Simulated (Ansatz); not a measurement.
# Run report: Al, geometry relaxation

System: Al (Fm-3m, 1 atom in the cell).
Method: DFT PBE, scalar-relativistic, plane waves, PAW, no spin polarisation (Ansatz 0.2.0).

The structure derives from an entry of the Crystallography Open Database. Figures and captions count atoms from 1; the log counts them from 0 in places.

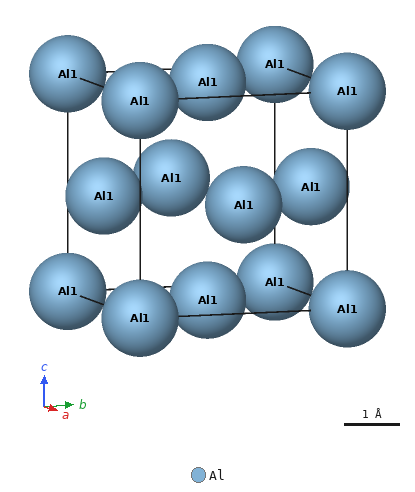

*The structure as given in the input (spheres-only view of the cell 4 times as large as that of the calculation, set on its symmetry axes, seen slightly off an axis; atoms are numbered from 1 in the order of the input).*

## Key numbers

| quantity | value |
| --- | --- |
| outcome | converged |
| space group (tolerance 0.01 Å) | Fm-3m (225) |
| electrons treated | 3 |
| free energy | −537.5011 eV |
| Fermi energy | 7.938 eV |
| gap on the k-point mesh | none (metallic) |
| pressure | 0.04 GPa |
| final volume | 16.49 Å³ |
| largest force (length of the vector) at the end | under 0.001 eV/Å |
| final cell | a = 2.857 Å, b = 2.857 Å, c = 2.857 Å, α = 60.00°, β = 60.00°, γ = 60.00° |
| hardware | 2 threads of Arm Neoverse V1, 24 GiB of memory available, shared host |
| wall time | 2.4 s (CPU time 4.6 s) |
| peak memory | 0.28 GiB |

## Input
```yaml
crystal:
  lattice:
    - [0.0, 2.02398, 2.02398]
    - [2.02398, 0.0, 2.02398]
    - [2.02398, 2.02398, 0.0]
  atoms:
    - { symbol: Al, position: [0.0, 0.0, 0.0] }
basis:
  ecutwfc: 420
kpoints:
  mp_grid: { grid: [18, 18, 18] }
hamiltonian:
  xc: pbe
scf:
  occupations: { method: gaussian, width: 0.1 }
output:
  forces: true
  stress: true
  eigenvalues: true
  write_density: true
  write_potential: true
  elf: true
  volumetric_format: npy
relax:
  adjacent_minimum: "off"
  f_tol: 0.005
  max_steps: 80
  cell: { stress_tol: 0.05 }
```

Launched with:
```bash
ansatz run input.yaml --threads 2 --pin off --max-ram 6144MiB --backend cpu --events-out ev --progress --plain --runs-dir out
```

## The program's output
```
Engine: ansatz 0.2.0, aarch64-unknown-linux-gnu
Pseudopotentials: kind: paw
Pseudopotential: Al, paw, valence charge 3, recommended cutoff 420 eV (normal), Al.paw.azcp
Functional definition: PBE
  parameter kappa = 0.804
  parameter beta = 0.06672455060314922
  exchange = pbe_x(kappa = kappa, mu = beta*pi^2/3)
  correlation = pbe_c(beta = beta)
Crystal: 1 atoms, lattice volume = 16.582 Å³
Basis set: ecut = 420 eV, 331 PW (Γ), exchange–correlation on 40×40×40 points (8 copies of the dense FFT grid, shifted against one another)
Bands: 6, of which v1, the nominal top of the filled ones, is band 2 counted from 1 (1 counted from 0)
Symmetry: 48 space group operations
Space group: Fm-3m (ITA 225), of the structure as read, at distance tolerance 2.6e-5 Å
k-points: 195 of 5832
Non-local potential: Al, projectors of the file, l = 0: 2, l = 1: 2, l = 2: 1
PAW form: soft (Blöchl's): semilocal exchange-correlation on the pseudo side does not see the compensation charge
PAW one-centre angular grid: Al, 110 points (default); XC on 64 Gauss nodes
Initial density: superposition of atomic densities (neutral atoms: chi_scale 0, normalization atom), corrected by the library's trained network
Initial wavefunctions: pseudopotential atomic-orbital guess
Functional: x = pbe(κ = 0.804, μ = 0.2195149727645171), c = pbe(β = 0.06672455060314922)
SCF iter   1: F=—  HF=-537.500964 eV  |F-HF|=—  |Δ(HF+E_count)|=         —  Δρ=4.58e-4  dr2=1.02e-5  ethr=1.77e-3  ⟨swp⟩=4.7  Hψ=9901  notcnv=0
preconditioner: auto → none  [metal: Δε(μ)=0.007 eV  Ē_g=13.142 eV  σ=0.100 eV  W_gap=0.04  n_scr=0 (ndim 8)  ℏωp=15.8 eV  f_vac=0.000  D(μ)=0.58/eV (n_scr^D=0)]
SCF iter   2: F=—  HF=-537.501008 eV  |F-HF|=—  |Δ(HF+E_count)|=   4.38e-5  Δρ=2.31e-4  dr2=2.41e-6  ethr=3.39e-7  ⟨swp⟩=2.0  Hψ=2988  notcnv=0
iter 3 did not close the SCF: its close was put off for the readings that it lacked (scf_convergence_deferred on its scf_iter line)
SCF iter   3: F=-537.501018 eV  HF=-537.501018 eV  |F-HF|=1.57e-9  |Δ(HF+E_count)|=   1.02e-5  Δρ=1.43e-5  dr2=3.11e-8  ethr=8.02e-8  ⟨swp⟩=2.0  Hψ=1367  notcnv=0
iter 4 did not close the SCF: its close was put off for the readings that it lacked (scf_convergence_deferred on its scf_iter line)
SCF iter   4: F=-537.501018 eV  HF=-537.501018 eV  |F-HF|=7.85e-10  |Δ(HF+E_count)|=  1.75e-11  Δρ=4.59e-6  dr2=3.66e-9  ethr=1.04e-9  ⟨swp⟩=1.0  Hψ=1077  notcnv=0
iter 5 did not close the SCF: its close was put off for the readings that it lacked (scf_convergence_deferred on its scf_iter line)
SCF iter   5: F=-537.501018 eV  HF=-537.501018 eV  |F-HF|=1.41e-11  |Δ(HF+E_count)|=  7.10e-10  Δρ=4.98e-7  dr2=4.79e-11  ethr=1.22e-10  ⟨swp⟩=1.0  Hψ=1077  notcnv=0
SCF iter   6: F=-537.501018 eV  HF=-537.501018 eV  |F-HF|=4.55e-13  |Δ(HF+E_count)|=  1.02e-11  Δρ=1.11e-7  dr2=2.39e-12  ethr=1.60e-12  ⟨swp⟩=4.1  Hψ=4471  notcnv=0
SCF 1 converged in 6 iterations: F = -537.501018 eV  dr2 = 2.39e-12
  greatest PAW one-centre occupation: 0.446 electrons in one spin orbital (limit 2), on the Al atom at site 0 (counted from 0), in its partial waves of l = 0
relax step   1: F+E_penalty+E_count = -537.50101813 eV  Δ(F+E_penalty+E_count) = +0.000e0 eV  max|allowed force component| = 0.000e0 eV/Å  Δτ_max = 0.0000 Å  P = -0.369 GPa  Ω = 16.582 Å³  (6 SCF iters, accepted)
Crystal: 1 atoms, lattice volume = 16.492 Å³
Initial density: handed on by an earlier stage of this run
Initial wavefunctions: those handed on with the density
iter 1 solved again at ethr=1.11e-7 eV; its pass at ethr=3.10e-3 eV (dr2=3.32e-6 eV) is discarded
SCF iter   1: F=—  HF=-537.501130 eV  |F-HF|=—  |Δ(HF+E_count)|=         —  Δρ=1.47e-4  dr2=3.64e-6  ethr=1.11e-7  ⟨swp⟩=2.6  Hψ=10942  notcnv=0
preconditioner: auto → none  [metal: Δε(μ)=0.016 eV  Ē_g=13.187 eV  σ=0.100 eV  W_gap=0.09  n_scr=0 (ndim 8)  ℏωp=15.8 eV  f_vac=0.000  D(μ)=0.59/eV (n_scr^D=0)]
SCF iter   2: F=—  HF=-537.501150 eV  |F-HF|=—  |Δ(HF+E_count)|=   2.02e-5  Δρ=7.25e-5  dr2=8.71e-7  ethr=1.11e-7  ⟨swp⟩=1.0  Hψ=1170  notcnv=0
SCF iter   3: F=-537.501149 eV  HF=-537.501149 eV  |F-HF|=7.13e-11  |Δ(HF+E_count)|=   1.03e-6  Δρ=6.55e-7  dr2=4.16e-11  ethr=3.33e-9  ⟨swp⟩=5.0  Hψ=4228  notcnv=0
SCF 2 converged in 3 iterations: F = -537.501149 eV  dr2 = 4.16e-11
relax step   2: F+E_penalty+E_count = -537.50114924 eV  Δ(F+E_penalty+E_count) = -1.311e-4 eV  max|allowed force component| = 0.000e0 eV/Å  Δτ_max = 0.0000 Å  P = +0.047 GPa  Ω = 16.492 Å³  energy of the carried Pulay correction = +4.012e-5 eV  (3 SCF iters, dr2 threshold 1.00e-7 eV, accepted)
Initial wavefunctions: pseudopotential atomic-orbital guess (no wavefunctions were taken with the density)
iter 1 solved again at ethr=4.06e-9 eV; its pass at ethr=3.10e-3 eV (dr2=1.22e-7 eV) is discarded
SCF iter   1: F=—  HF=-537.501078 eV  |F-HF|=—  |Δ(HF+E_count)|=         —  Δρ=5.14e-6  dr2=3.99e-10  ethr=4.06e-9  ⟨swp⟩=3.1  Hψ=13551  notcnv=0
SCF iter   2: F=—  HF=-537.501102 eV  |F-HF|=—  |Δ(HF+E_count)|=   2.35e-5  Δρ=2.73e-6  dr2=1.32e-10  ethr=1.33e-11  ⟨swp⟩=2.0  Hψ=1466  notcnv=0
SCF iter   3: F=-537.501102 eV  HF=-537.501102 eV  |F-HF|=5.80e-12  |Δ(HF+E_count)|=   1.42e-9  Δρ=2.51e-7  dr2=3.81e-12  ethr=1.00e-12  ⟨swp⟩=3.3  Hψ=4571  notcnv=0
SCF 3 converged in 3 iterations: F = -537.501102 eV  dr2 = 3.81e-12
relax step   3: F+E_penalty+E_count = -537.50110186 eV  Δ(F+E_penalty+E_count) = +4.738e-5 eV  max|allowed force component| = 0.000e0 eV/Å  Δτ_max = 0.0000 Å  P = +0.043 GPa  Ω = 16.492 Å³  stress off target by 4.28e-2 GPa  SCF on the basis re-selected at this cell (its energy is not comparable with the rows above)  (3 SCF iters)
```

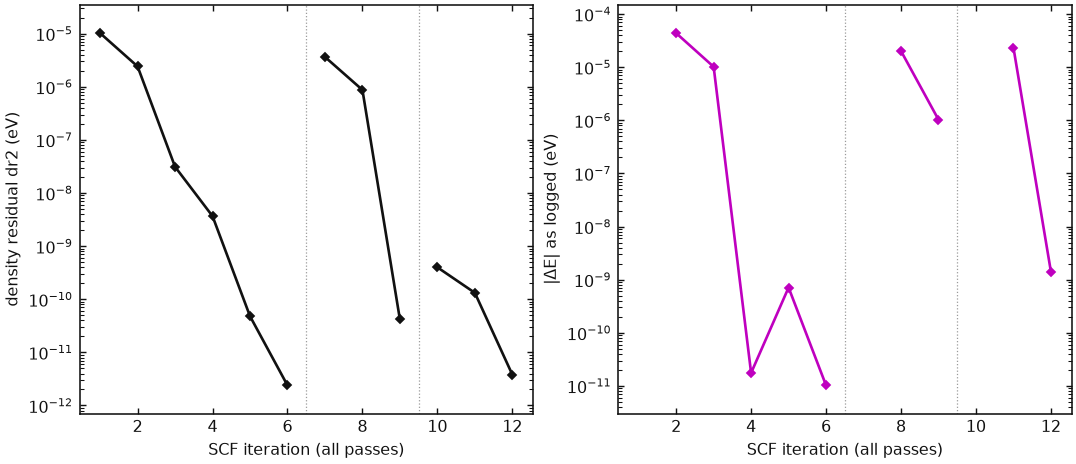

*Convergence of the self-consistent field: density residual dr2 and size of the energy change against the SCF iteration. The dotted lines part the SCF passes of the relaxation: geometry steps, rejected trials and re-solves on a re-selected basis.*

The passes take 6, 3 and 3 iterations.

```
basis re-selected at this cell: Δ(F+E_penalty+E_count) = +4.738e-5 eV, ΔP = -0.004 GPa vs the last step (what re-selecting the basis moved, of the pressure what is left beyond the Pulay correction that the steps carried, after the strain that the cell walked since its last selection, with what the two solves' SCF thresholds leave and, on support functions, any second-order correction that the steps lacked; it is no measure of the basis error at this ecutwfc). This SCF's stress stands 4.28e-2 GPa from its target on what of the cell is left free (relax.cell.stress_tol is 5.00e-2 GPa) and its largest allowed force component is 0.00e0 eV/Å (relax.f_tol is 5.00e-3 eV/Å): within both
SCF converged after 3 iterations
Free energy (F): -537.501102 eV
Harris-Foulkes:  -537.501102 eV  (|F-HF|=5.80e-12)
Internal energy: -537.498175 eV  (E = F + TS)
E sigma→0 (E₀):  -537.499638 eV
Entropy (-TS):   -0.002927 eV (-2.927 meV/atom)
Fermi energy:    7.938400 eV
--- Per-component energies (eV) ---
  E_band       = 10.583253
  E_kinetic    = 22.775920
  E_local      = 9.902914  (includes V_loc(G=0)·N_el)
  E_nonlocal   = 10.315565
  E_hartree    = 0.104285
  E_xc         = -39.733935
  E_vxc        = -28.959932  (∫ρ·V_xc dr)
  E_paw        = -467.336684  (= ΣΔE_a)
  E_vpaw       = -3.659781  (= ΣTr[D̂ρ^β])
  E_aug_tail   = -0.000002  (compensation charges beyond the density's cutoff)
  E_ewald      = -73.526237
  E_smearing   = -0.002927  (= −TS)
  E_closure    = 0.000000  (closes the sum)
  Σ components = -537.501102   (vs F -537.501102, Δ=0.00e0)
--- Forces (eV/Å), atoms counted from 1 ---
  atom   1  Al    -0.00000000    -0.00000000     0.00000000
  max |Σ_I F_I| component: 1.85e-32 eV/Å
--- Stress (GPa, compression-positive) ---
        0.042838       0.000000       0.000000
        0.000000       0.042838       0.000000
        0.000000       0.000000       0.042838
  P = ⅓ Tr σ = 0.0428 GPa (0.428 kbar)
--- Band table (eV; the first three rows and the last of 195) ---
  k-point 0: bands = ["-3.1812", "20.4734", "20.4734", "20.4734", "22.0709", "22.0709"]
  k-point 1: bands = ["-3.0973", "19.0018", "20.1839", "20.1839", "22.4894", "22.4894"]
  k-point 2: bands = ["-2.8460", "16.8007", "19.6927", "19.6927", "22.6894", "23.3374"]
  k-point 194: bands = ["6.6673", "7.5907", "7.9368", "9.2845", "22.3726", "23.7487"]
--- Relaxed structure (2 steps of the walk, 2 accepted, 1 SCFs on fresh bases) ---
  F+E_penalty+E_count = -537.50110186 eV   max|allowed force component| = 0.000e0 eV/Å   (the final SCF, on the basis selected at the relaxed cell)
  cell:  # Å, volume = 16.4924 Å³
    - [2.5476860164477955e-34, 2.0203111185149556, 2.0203111185149556]
    - [2.0203111185149556, -1.638082493387918e-34, 2.0203111185149556]
    - [2.0203111185149556, 2.0203111185149556, -3.166694103256595e-34]
  atoms:
    - { symbol: Al, position: [0.0, 0.0, 0.0] }
```

## Trajectory as extended XYZ (Å, eV, eV/Å), 3 frames, from step=1 to step=3
```
1
Lattice="0.0000 2.0240 2.0240 2.0240 0.0000 2.0240 2.0240 2.0240 0.0000" Properties=species:S:1:pos:R:3:forces:R:3 step=1 energy=-537.50102 pressure_GPa=-0.37
Al    0.0000    0.0000    0.0000    0.0000   0.0000   0.0000
1
Lattice="0.0000 2.0203 2.0203 2.0203 0.0000 2.0203 2.0203 2.0203 0.0000" Properties=species:S:1:pos:R:3:forces:R:3 step=2 energy=-537.50115 pressure_GPa=0.05
Al    0.0000    0.0000    0.0000    0.0000   0.0000   0.0000
1
Lattice="0.0000 2.0203 2.0203 2.0203 0.0000 2.0203 2.0203 2.0203 0.0000" Properties=species:S:1:pos:R:3:forces:R:3 step=3 energy=-537.50110 pressure_GPa=0.04
Al    0.0000    0.0000    0.0000    0.0000   0.0000   0.0000
```

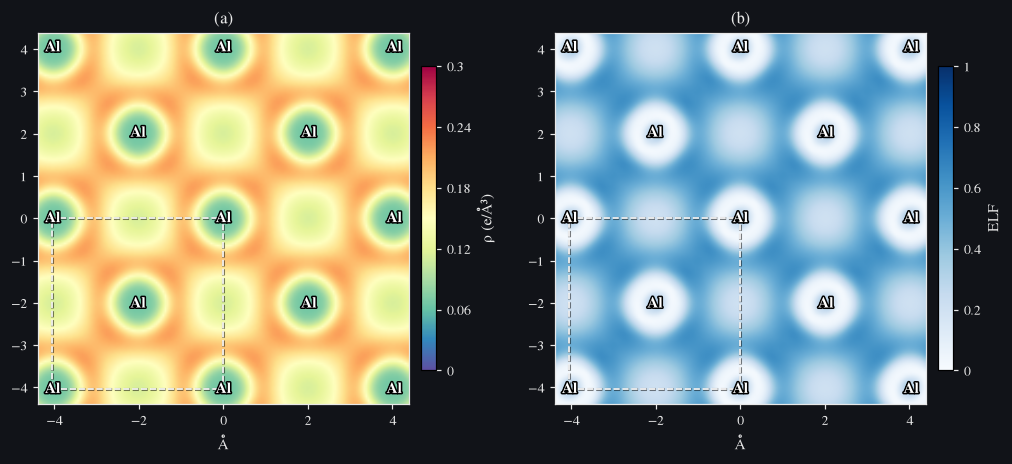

*(a) valence charge density (pseudo); (b) electron localisation function on the (100) plane of the conventional cell.*

The plane passes through Al nuclei. Al–Al (2.86 Å): the density is about 0.2 e/Å³ at the midpoint; the ELF is about 0.60 at the midpoint, as expected for nearly free electrons, as in a simple metal. Away from the nuclei the density in this plane falls to 0.11 e/Å³ at its lowest. In a PAW calculation such maps are meaningful between the atoms, not at the nuclei.

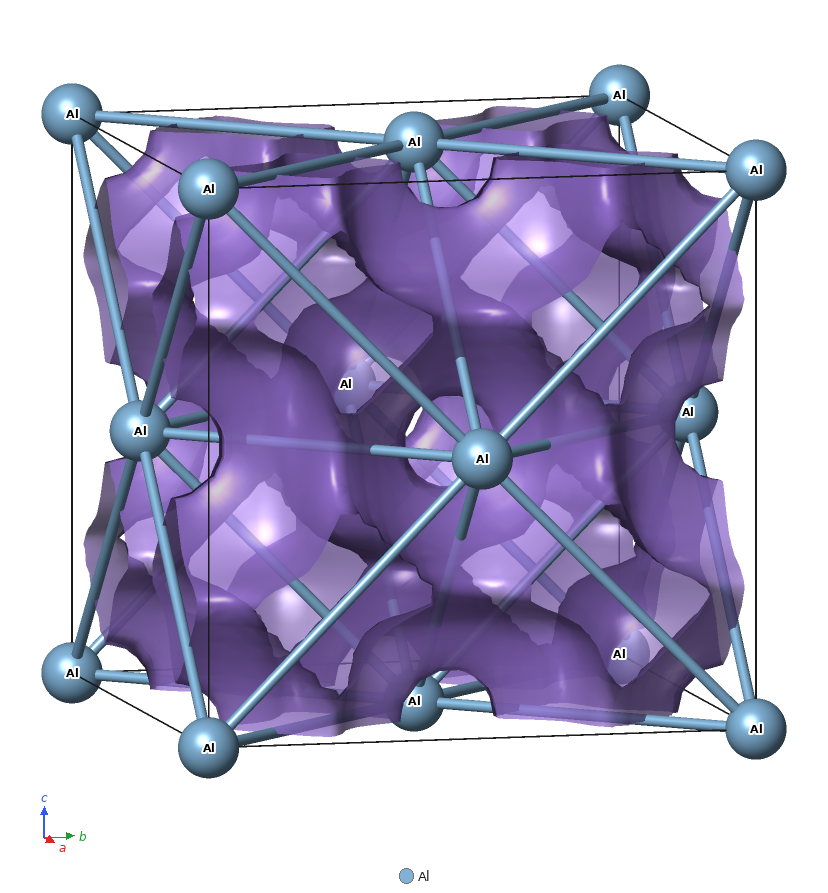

*Isosurface of the ELF at 0.55 (purple), seen slightly off an axis. Core shells and regions of very low density are left out. Sticks mark near contacts. The outline is the cell set on symmetry axes.*

Profiles from the grid: Al–Al (2.86 Å): the ELF is about 0.60 at the midpoint, which marks metallic bonding.
